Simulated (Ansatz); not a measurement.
# Single-point calculation of AlNi

AlNi (2 atoms in the cell), computed with DFT, PBE, dispersion d3bjatm, plane waves, PAW, Ueff = 3 eV on Ni d, spin-polarised (Ansatz 0.2.0).

The structure derives from an entry of the Crystallography Open Database. Figures and captions count atoms from 1; the log counts them from 0 in places.

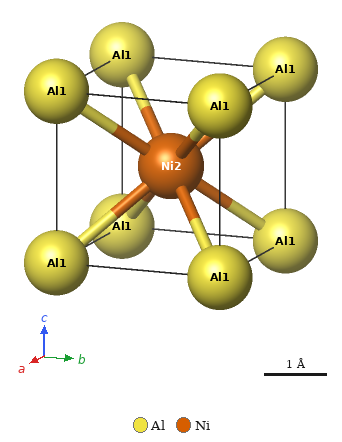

*The input geometry (ball-and-stick view of the cell of the calculation, seen slightly off an axis; atoms are numbered from 1 in the order of the input). An atom can appear more than once, as a periodic image.*

Near neighbours in the periodic cell (some may lie outside the picture): Al has 8 Ni at 2.50 Å; Ni has 8 Al at 2.50 Å.

Key numbers

| quantity | value |
| --- | --- |
| outcome | converged |
| space group (tolerance 0.01 Å) | Pm-3m (221) |
| electrons treated | 21 |
| free energy | −6379.3335 eV |
| Fermi energy | 13.959 eV |
| net moment of the cell | 0.00 μB |
| integrated absolute moment | 0.00 μB |
| pressure | −2.96 GPa |
| largest force (length of the vector) | under 0.001 eV/Å |
| hardware | 1 thread of Intel Xeon (Granite Rapids), 64 GiB of memory available, shared host |
| wall time | 10 s |
| peak memory | 0.5 GiB |

Settings chosen away from the usual ones: hamiltonian.dispersion = "d3bjatm", hamiltonian.hubbard = {"sites": [{"species": "Ni", "l": "d", "u_eff": 3.0}], "double_counting": "amf"}. The program warns: some starting moments were not kept.

Input file
```yaml
crystal:
  lattice:
    - [2.881, 0.0, 0.0]
    - [0.0, 2.881, 0.0]
    - [0.0, 0.0, 2.881]
  atoms:
    - { symbol: Al, position: [0.0, 0.0, 0.0] }
    - { symbol: Ni, position: [0.5, 0.5, 0.5], spin: 1.5 }
magnetization:
  spin_polarized: true
kpoints:
  mp_grid: { grid: [14, 14, 14] }
scf:
  occupations: { method: fermi_dirac, width: 0.03 }
hamiltonian:
  xc: pbe
  pseudopotentials: { kind: paw }
  dispersion: d3bjatm
  hubbard: { sites: [{ species: Ni, l: d, u_eff: 3.0 }], double_counting: amf }
output:
  forces: true
  stress: true
  eigenvalues: true
  efg: { contact_densities: true }
  write_density: true
  write_potential: true
  elf: true
  volumetric_format: npy
basis:
  ecutwfc: 500
```

Run as:
```bash
ansatz run input.yaml --threads 1 --pin off --max-ram 3072MiB --backend cpu --events-out ev --progress --plain --runs-dir out
```

Log
```
Al: projections on atomic orbitals take those of the free atom [Ne] 3s2 3p1, of charge +0.00 (hamiltonian.pseudopotentials.projection_atoms); the dataset's partial waves leave at most 3.3e-8 of an orbital's norm unspanned inside its sphere
Ni: projections on atomic orbitals take those of the free atom [Ne] 3s2 3p6 3d8 4s2, of charge +0.00 (hamiltonian.pseudopotentials.projection_atoms); the dataset's partial waves leave at most 1.6e-6 of an orbital's norm unspanned inside its sphere
Engine: ansatz 0.2.0, x86_64-unknown-linux-gnu
Pseudopotentials: kind: paw
Pseudopotential: Al, paw, valence charge 3, recommended cutoff 420 eV (normal), Al.paw.azcp
Pseudopotential: Ni, paw, valence charge 18, recommended cutoff 420 eV (normal), Ni.paw.azcp
Functional definition: PBE
  parameter kappa = 0.804
  parameter beta = 0.06672455060314922
  exchange = pbe_x(kappa = kappa, mu = beta*pi^2/3)
  correlation = pbe_c(beta = beta)
Crystal: 2 atoms, lattice volume = 23.913 Å³
Basis set: ecut = 500 eV, 619 PW (Γ), exchange–correlation on 48×48×48 points (8 copies of the dense FFT grid, shifted against one another)
Bands: 16, of which v1, the nominal top of the filled ones, is band 11 counted from 1 (10 counted from 0)
Symmetry: 48 space group operations
Space group: Pm-3m (ITA 221), of the structure as read, at distance tolerance 2.9e-5 Å
Magnetic group: BNS 221.92 (UNI 1594), of the structure as read, at distance tolerance 2.9e-5 Å
k-points: 120 of 2744
Non-local potential: Al, projectors of the file, l = 0: 2, l = 1: 2, l = 2: 1
Non-local potential: Ni, projectors of the file, l = 0: 3, l = 1: 2, l = 2: 3, l = 3: 1
PAW form: soft (Blöchl's): semilocal exchange-correlation on the pseudo side does not see the compensation charge
PAW one-centre angular grid: Al, 110 points (default); XC on 64 Gauss nodes
PAW one-centre angular grid: Ni, 590 points (default); XC on 64 Gauss nodes
Initial density: superposition of atomic densities (chi_scale 0.1, normalization cell)
Starting moments: Σ|m| = 1.5 μB on 1 of 2 sites
Initial wavefunctions: pseudopotential atomic-orbital guess
Functional: x = pbe(κ = 0.804, μ = 0.2195149727645171), c = pbe(β = 0.06672455060314922)
SCF iter   1: F=—  HF=-6379.414534 eV  |F-HF|=—  |Δ(HF+E_count)|=         —  Δρ=1.58e-1 (↑5.77e-2 ↓1.58e-1)  dr2=2.51e0  dr2_m=2.47e0  M=0.233 μB ∫|m|=0.363 μB  β_m=0.30  ethr=3.10e-3  ⟨swp⟩=5.0  Hψ=17702  notcnv=0
preconditioner: auto → none  [metal: Δε(μ)=0.030 eV  Ē_g=11.440 eV  σ=0.030 eV  W_gap=0.23  n_scr=6 (ndim 8)  ℏωp=27.4 eV  f_vac=0.000  D(μ)=0.68/eV (n_scr^D=6)  sad-step TF]
SCF iter   2: F=—  HF=-6379.333698 eV  |F-HF|=—  |Δ(HF+E_count)|=   8.08e-2  Δρ=7.97e-2 (↑7.97e-2 ↓6.72e-2)  dr2=2.53e-1  dr2_m=1.14e0  M=0.267 μB ∫|m|=0.385 μB  β_m=0.30  ethr=3.10e-3  ⟨swp⟩=2.8  Hψ=8330  notcnv=0  defer=278
SCF iter   3: F=—  HF=-6379.294418 eV  |F-HF|=—  |Δ(HF+E_count)|=   3.93e-2  Δρ=6.58e-2 (↑5.16e-2 ↓6.58e-2)  dr2=1.78e-1  dr2_m=7.40e-1  M=0.203 μB ∫|m|=0.316 μB  β_m=0.30  ethr=1.20e-3  ⟨swp⟩=2.9  Hψ=7423  notcnv=0  defer=276
SCF iter   4: F=—  HF=-6379.260691 eV  |F-HF|=—  |Δ(HF+E_count)|=   3.37e-2  Δρ=4.67e-2 (↑4.67e-2 ↓3.94e-2)  dr2=1.19e-2  dr2_m=4.06e-1  M=0.194 μB ∫|m|=0.291 μB  β_m=0.30  ethr=8.49e-4  ⟨swp⟩=2.4  Hψ=6230  notcnv=0  defer=276
SCF iter   5: F=—  HF=-6379.287751 eV  |F-HF|=—  |Δ(HF+E_count)|=   2.71e-2  Δρ=3.49e-2 (↑3.49e-2 ↓3.35e-2)  dr2=9.49e-4  dr2_m=2.56e-1  M=0.170 μB ∫|m|=0.248 μB  β_m=0.30  ethr=5.65e-5  ⟨swp⟩=2.3  Hψ=6802  notcnv=0  defer=271
SCF iter   6: F=—  HF=-6379.304481 eV  |F-HF|=—  |Δ(HF+E_count)|=   1.67e-2  Δρ=2.80e-2 (↑2.80e-2 ↓2.57e-2)  dr2=1.02e-3  dr2_m=1.58e-1  M=0.154 μB ∫|m|=0.216 μB  β_m=0.30  ethr=4.52e-6  ⟨swp⟩=2.0  Hψ=6635  notcnv=0  defer=271
SCF iter   7: F=—  HF=-6379.313885 eV  |F-HF|=—  |Δ(HF+E_count)|=   9.40e-3  Δρ=2.16e-2 (↑2.16e-2 ↓2.13e-2)  dr2=2.91e-5  dr2_m=1.01e-1  M=0.141 μB ∫|m|=0.187 μB  β_m=0.30  ethr=4.52e-6  ⟨swp⟩=2.1  Hψ=5313  notcnv=0  defer=271
Mixer restart at iter 7: flushing history
spin-set hold released at iteration 7 (site moments contracting): the magnetisation degrees of freedom join the quasi-Newton model from the next iteration; the mixer history was flushed
SCF iter   8: F=—  HF=-6379.319868 eV  |F-HF|=—  |Δ(HF+E_count)|=   5.98e-3  Δρ=1.77e-2 (↑1.72e-2 ↓1.77e-2)  dr2=5.19e-5  dr2_m=6.70e-2  M=0.125 μB ∫|m|=0.162 μB  β_m=0.50  ethr=1.39e-7  ⟨swp⟩=2.0  Hψ=6583  notcnv=0  defer=270
SCF iter   9: F=—  HF=-6379.334767 eV  |F-HF|=—  |Δ(HF+E_count)|=   1.49e-2  Δρ=1.09e-2 (↑1.09e-2 ↓1.76e-3)  dr2=2.50e-2  dr2_m=4.87e-3  M=0.068 μB ∫|m|=0.079 μB  β_m=0.42  ethr=1.39e-7  ⟨swp⟩=2.8  Hψ=8981  notcnv=0  defer=272
SCF iter  10: F=—  HF=-6379.332464 eV  |F-HF|=—  |Δ(HF+E_count)|=   2.30e-3  Δρ=2.05e-3 (↑7.84e-4 ↓2.05e-3)  dr2=3.34e-4  dr2_m=4.17e-4  M=0.045 μB ∫|m|=0.052 μB  β_m=0.71  ethr=1.39e-7  ⟨swp⟩=3.3  Hψ=9789  notcnv=0  defer=275
SCF iter  11: F=—  HF=-6379.333057 eV  |F-HF|=—  |Δ(HF+E_count)|=   5.93e-4  Δρ=1.31e-3 (↑7.00e-4 ↓1.31e-3)  dr2=6.03e-5  dr2_m=2.19e-4  M=0.035 μB ∫|m|=0.038 μB  β_m=0.85  ethr=1.39e-7  ⟨swp⟩=2.3  Hψ=6591  notcnv=0  defer=275
SCF iter  12: F=—  HF=-6379.333477 eV  |F-HF|=—  |Δ(HF+E_count)|=   4.20e-4  Δρ=6.20e-4 (↑6.20e-4 ↓2.34e-4)  dr2=2.88e-5  dr2_m=3.73e-5  M=0.015 μB ∫|m|=0.016 μB  β_m=0.93  ethr=1.39e-7  ⟨swp⟩=2.0  Hψ=6177  notcnv=0  defer=275
SCF iter  13: F=—  HF=-6379.333539 eV  |F-HF|=—  |Δ(HF+E_count)|=   6.18e-5  Δρ=1.36e-4 (↑9.98e-5 ↓1.36e-4)  dr2=5.78e-6  dr2_m=5.55e-7  M=0.002 μB ∫|m|=0.002 μB  β_m=0.93  ethr=1.37e-7  ⟨swp⟩=2.0  Hψ=5643  notcnv=0  defer=275
iter 14 did not close the SCF: its close was put off for a magnetic moment that had not settled (scf_convergence_deferred on its scf_iter line)
SCF iter  14: F=-6379.333540 eV  HF=-6379.333540 eV  |F-HF|=5.76e-8  |Δ(HF+E_count)|=   7.10e-7  Δρ=2.45e-5 (↑8.61e-6 ↓2.45e-5)  dr2=6.51e-8  dr2_m=3.98e-8  M=0.000 μB ∫|m|=0.000 μB  β_m=0.92  ethr=4.76e-10  ⟨swp⟩=11.4  Hψ=27629  notcnv=0
iter 15 did not close the SCF: its close was put off for a magnetic moment that had not settled (scf_convergence_deferred on its scf_iter line)
SCF iter  15: F=-6379.333540 eV  HF=-6379.333540 eV  |F-HF|=1.81e-9  |Δ(HF+E_count)|=   1.86e-8  Δρ=6.72e-6 (↑2.50e-6 ↓6.72e-6)  dr2=2.65e-9  dr2_m=4.61e-9  M=-0.000 μB ∫|m|=0.000 μB  β_m=0.96  ethr=3.10e-10  ⟨swp⟩=5.7  Hψ=19763  notcnv=0
iter 16 did not close the SCF: its close was put off for a magnetic moment that had not settled (scf_convergence_deferred on its scf_iter line)
SCF iter  16: F=-6379.333540 eV  HF=-6379.333540 eV  |F-HF|=1.43e-10  |Δ(HF+E_count)|=   1.94e-9  Δρ=1.49e-6 (↑1.49e-6 ↓4.35e-7)  dr2=2.12e-10  dr2_m=1.98e-10  M=-0.000 μB ∫|m|=0.000 μB  β_m=0.98  ethr=1.26e-11  ⟨swp⟩=4.9  Hψ=17848  notcnv=0
SCF iter  17: F=-6379.333540 eV  HF=-6379.333540 eV  |F-HF|=0.00e0  |Δ(HF+E_count)|=  8.82e-11  Δρ=1.36e-7 (↑1.36e-7 ↓1.02e-7)  dr2=1.90e-13  dr2_m=2.98e-12  M=-0.000 μB ∫|m|=0.000 μB  ethr=1.01e-12  ⟨swp⟩=4.2  Hψ=15965  notcnv=0
SCF 1 converged in 17 iterations: F = -6379.333540 eV  dr2 = 1.90e-13
  greatest PAW one-centre occupation: 1.001 electrons in one spin orbital (limit 2), on the Ni atom at site 1 (counted from 0), in its partial waves of l = 1
```

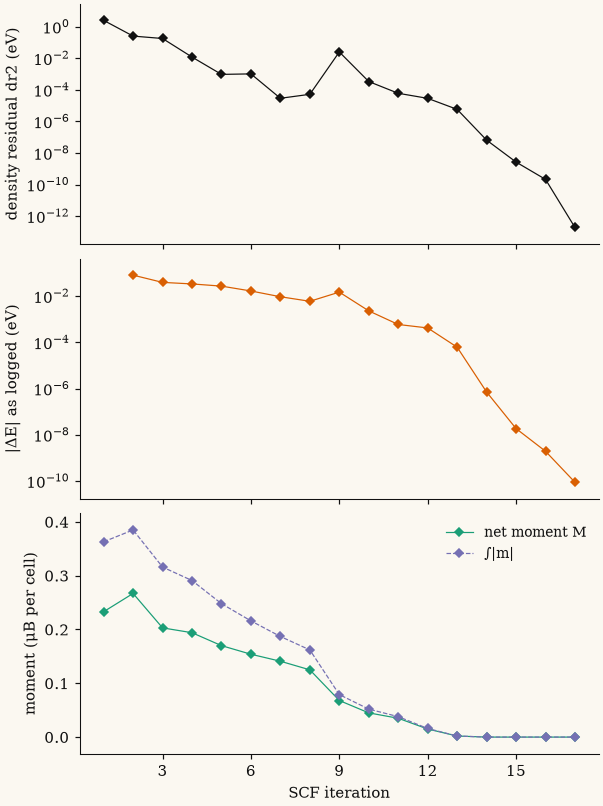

*Convergence of the self-consistent field: density residual dr2, size of the energy change and magnetic moment against the SCF iteration.*

The residual comes down, with one marked jump up, by a factor of about 500, at step 9. The net moment goes from 0.2 to 0.0 μB per cell, and ∫|m| falls to zero.

```
WARN: the starting moments were not kept: the SCF closed with an absolute magnetisation of 2.5e-6 μB, where they sum to 1.5 μB in size (1 site). That is at most 0.1 of that sum. Measured as dr2_m measures the in/out step, that magnetisation stands 1.4e-11 eV from none, at or under the dr2_threshold of 1.0e-7 eV: it is no larger than a step whose dr2_m would equal this threshold. The system may hold no moment; this SCF shows only that its start led to no more than that. To try another start: raise the starting moments (crystal.atoms[].spin, magnetization.per_species, magnetization.initial_magnetization, or on a non-collinear deck that types none of these the spinor_matrix: blocks that start its atoms; where the total moment is fixed, keep their sum and leave initial_magnetization as it is; typed ones take the place of any that the run laid by itself, positive ones on a crystal's lanthanoids without a Hubbard term where scf.initial_density.shell_occupations: [] is typed) or, if the notice of its spin-set hold's release reads "site moments contracting" or "site moments show no strong build", lengthen the hold (scf.mixing.spin_hold: { on: { confirm: 4 } }; for m-r²SCAN on two components see the key's manual first). Each may lead to a state that holds a moment. A second SCF, from the converged charge density, with the starting moments and any scf.initial_density.shell_occupations laid on it anew, would have followed, and was not run: the deck does not ask for one (magnetization.retry_lost_moments is false, the default). To let it run, set magnetization.retry_lost_moments: true and run the deck again, where that key's refused combinations let it; where memory then withholds it, that run's warning says so.
SCF converged after 17 iterations
Magnetization: -0.0000 μB (10.5000 up, 10.5000 down)
Absolute magnetization: 0.0000 μB (∫|ρ↑−ρ↓|, with the PAW one-centre terms)
Spin contamination: 0.0000 ħ² per cell (⟨S²⟩ above its minimum at these occupations)
Per-site moments (μB) at R_I (Å): [(-6.327732914658937e-8, 1.0291954151749743), (-2.173530958614336e-6, 1.0291954151749743)]
Free energy (F): -6379.333540 eV
Harris-Foulkes:  -6379.333540 eV  (|F-HF|=0.00e0)
Internal energy: -6379.330264 eV  (E = F + TS)
E sigma→0 (E₀):  -6379.331902 eV
Entropy (-TS):   -0.003276 eV (-1.638 meV/atom)
Fermi energy:    13.958920 eV
--- Per-component energies (eV) ---
  E_band       = -336.294120
  E_kinetic    = 311.011417
  E_local      = -4447.030133  (includes V_loc(G=0)·N_el)
  E_nonlocal   = 648.096837
  E_hartree    = 1913.939955
  E_xc         = -126.283695
  E_vxc        = -140.636416  (∫ρ·V_xc dr)
  E_hubbard    = -0.000313  (on-site DFT+U / exact-exchange correction)
  E_vhub       = -0.000626  (the Hubbard potential's part of the band-sum identity)
  E_paw        = -2100.647183  (= ΣΔE_a)
  E_vpaw       = -535.615316  (= ΣTr[D̂ρ^β])
  E_aug_tail   = 0.000236  (compensation charges beyond the density's cutoff)
  E_ewald      = -2577.614375
  E_disp       = -0.803009  (pairwise vdW)
  E_smearing   = -0.003276  (= −TS)
  E_closure    = -0.000000  (closes the sum)
  Σ components = -6379.333540   (vs F -6379.333540, Δ=0.00e0)
DFT+U double counting: amf (around mean field; hamiltonian.hubbard.double_counting)
--- Forces (eV/Å), atoms counted from 1 ---
  atom   1  Al    -0.00000000    -0.00000000    -0.00000000
  atom   2  Ni     0.00000000     0.00000000    -0.00000000
  max |Σ_I F_I| component: 1.94e-29 eV/Å
--- Stress (GPa, compression-positive) ---
       -2.962372       0.000000      -0.000000
        0.000000      -2.962372       0.000000
        0.000000       0.000000      -2.962372
  P = ⅓ Tr σ = -2.9624 GPa (-29.624 kbar)
--- PAW observables at the nuclei: V_zz in 10²¹ V/m², potentials from the cell's mean, atoms counted from 1 ---
  atom   1  Al V_zz =    +0.000000   η = 0.0000   by run symmetry: forbidden
            electrostatic potential = -1235.617185 V   contact ρ = 10082.980458 e/Å³   contact ρ_s (e/Å³): all electrons -0.000002, valence -0.000002
  atom   2  Ni V_zz =    -0.000000   η = 0.0000   by run symmetry: forbidden
            electrostatic potential = -3572.795043 V   contact ρ = 130403.940598 e/Å³   contact ρ_s (e/Å³): all electrons -0.000003, valence -0.000009
--- Band table (eV; the first three rows and the last of 240) ---
  k-point 0 ↑: bands = ["-89.3298", "-49.7302", "-49.7302", "-49.7302", "2.8213", "10.7649", "10.7649", "12.4413", "12.4413", "12.4413", "19.4629", "19.4629", "19.4629", "22.0692", "22.0692", "27.6937"]
  k-point 1 ↑: bands = ["-89.3297", "-49.7313", "-49.7301", "-49.7301", "2.9153", "10.7573", "10.7872", "12.4001", "12.4001", "12.4457", "18.4868", "19.5871", "19.5871", "22.0740", "22.9474", "28.0255"]
  k-point 2 ↑: bands = ["-89.3295", "-49.7345", "-49.7299", "-49.7299", "3.1960", "10.7095", "10.8506", "12.2888", "12.2888", "12.4581", "16.8936", "19.9479", "19.9479", "22.0882", "24.2009", "29.0814"]
  k-point 119 ↓: bands = ["-89.3256", "-49.7489", "-49.7489", "-49.7489", "9.8701", "9.8701", "9.8701", "13.0305", "13.0305", "15.9455", "15.9455", "15.9455", "17.6687", "18.4369", "18.4369", "18.4369"]
Occupation matrices written to [file]
```

File rho_z.tsv
```
# z_ang	rho[e/angstrom^3]	rho_spin[e/angstrom^3]
# format = ansatz-planar-average/11
# lattice	2.881000000	0.000000000	0.000000000
# lattice	0.000000000	2.881000000	0.000000000
# lattice	0.000000000	0.000000000	2.881000000
# sites	2
# site	13	0.000000000	0.000000000	0.000000000
# site	28	1.440500000	1.440500000	1.440500000
0.000000	2.029918e-1	3.815862e-8
0.120042	2.058612e-1	3.767746e-8
0.240083	2.144246e-1	3.600973e-8
0.360125	2.300576e-1	3.318852e-8
0.480167	2.545976e-1	2.868579e-8
0.600208	2.937441e-1	2.145156e-8
0.720250	3.673624e-1	7.294003e-9
0.840292	5.142158e-1	-1.699176e-8
0.960333	7.991226e-1	-5.521971e-8
1.080375	1.300424e0	-1.277930e-7
1.200417	2.016328e0	-2.792658e-7
1.320458	2.724850e0	-5.005382e-7
1.440500	3.031642e0	-6.191775e-7
1.560542	2.724850e0	-5.005382e-7
1.680583	2.016328e0	-2.792658e-7
1.800625	1.300424e0	-1.277930e-7
1.920667	7.991226e-1	-5.521971e-8
2.040708	5.142158e-1	-1.699176e-8
2.160750	3.673624e-1	7.294003e-9
2.280792	2.937441e-1	2.145156e-8
2.400833	2.545976e-1	2.868579e-8
2.520875	2.300576e-1	3.318852e-8
2.640917	2.144246e-1	3.600973e-8
2.760958	2.058612e-1	3.767746e-8
```

File v_z.tsv
```
# z_ang	v_es[eV]	v_tot_up[eV]	v_tot_dn[eV]
# format = ansatz-planar-average/11
# xc	pbe
# density_cutoff_ev	2000
# datasets	Al=:simpson_from_first_knot:soft	Ni=:simpson_from_first_knot:soft
# lattice	2.881000000	0.000000000	0.000000000
# lattice	0.000000000	2.881000000	0.000000000
# lattice	0.000000000	0.000000000	2.881000000
# sites	2
# site	13	0.000000000	0.000000000	0.000000000
# site	28	1.440500000	1.440500000	1.440500000
0.000000	8.216695e0	-3.039535e0	-3.039534e0
0.120042	8.186575e0	-3.035974e0	-3.035973e0
0.240083	8.106766e0	-3.010379e0	-3.010378e0
0.360125	8.010376e0	-2.928851e0	-2.928850e0
0.480167	7.963765e0	-2.804674e0	-2.804673e0
0.600208	7.826201e0	-2.954464e0	-2.954464e0
0.720250	7.336923e0	-3.759511e0	-3.759510e0
0.840292	6.385929e0	-5.199653e0	-5.199652e0
0.960333	5.004227e0	-7.032414e0	-7.032413e0
1.080375	3.422716e0	-9.004573e0	-9.004572e0
1.200417	2.003377e0	-1.074385e1	-1.074385e1
1.320458	1.047772e0	-1.190657e1	-1.190657e1
1.440500	7.120067e-1	-1.231928e1	-1.231928e1
1.560542	1.047772e0	-1.190657e1	-1.190657e1
1.680583	2.003377e0	-1.074385e1	-1.074385e1
1.800625	3.422716e0	-9.004573e0	-9.004572e0
1.920667	5.004227e0	-7.032414e0	-7.032413e0
2.040708	6.385929e0	-5.199653e0	-5.199652e0
2.160750	7.336923e0	-3.759511e0	-3.759510e0
2.280792	7.826201e0	-2.954464e0	-2.954464e0
2.400833	7.963765e0	-2.804674e0	-2.804673e0
2.520875	8.010376e0	-2.928851e0	-2.928850e0
2.640917	8.106766e0	-3.010379e0	-3.010378e0
2.760958	8.186575e0	-3.035974e0	-3.035973e0
```

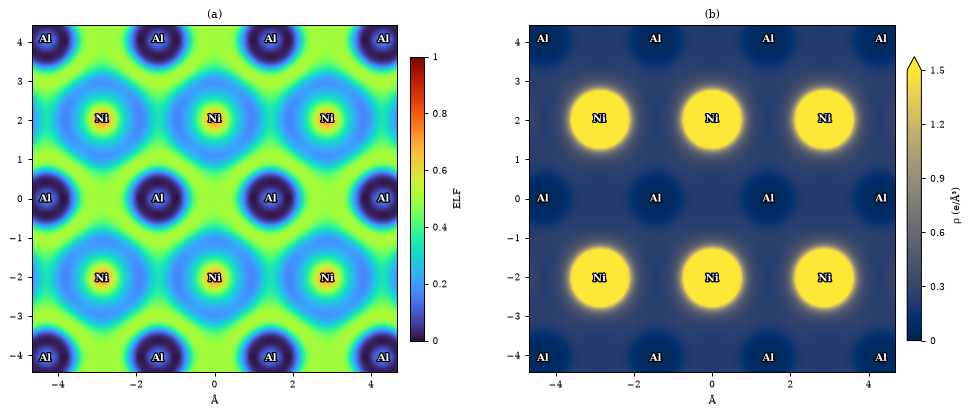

*(a) electron localisation function; (b) valence electron density on the (110) plane of the conventional cell.*

Atoms in the plane: Al and Ni. Al–Ni (2.50 Å): ρ is about 0.3 e/Å³ halfway; the ELF is about 0.40 at the midpoint (metallic bonding. Away from the nuclei the density in this plane falls to 0.22 e/Å³ at its lowest. The strong features right at Ni lie inside the PAW spheres (semicore, d or f shells) and say nothing about bonding. Core electrons are frozen (PAW), so the fields are smoothed inside the atomic spheres.

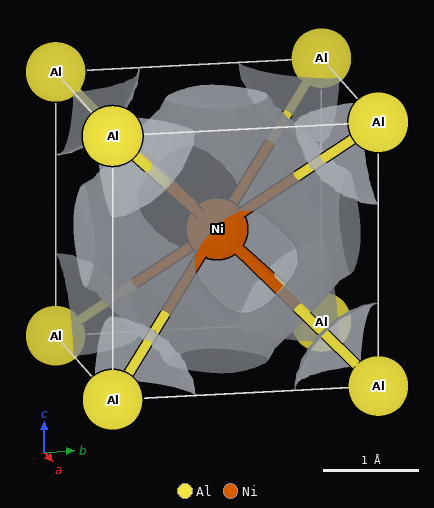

*Isosurface of the ELF at 0.4 (grey), seen at an oblique angle. Core shells and regions of very low density are left out. Sticks mark near contacts. The outline is the cell set on symmetry axes.*

Profiles from the grid: Al–Ni (2.50 Å): the ELF is about 0.40 at the midpoint, as expected for nearly free electrons, as in a simple metal.
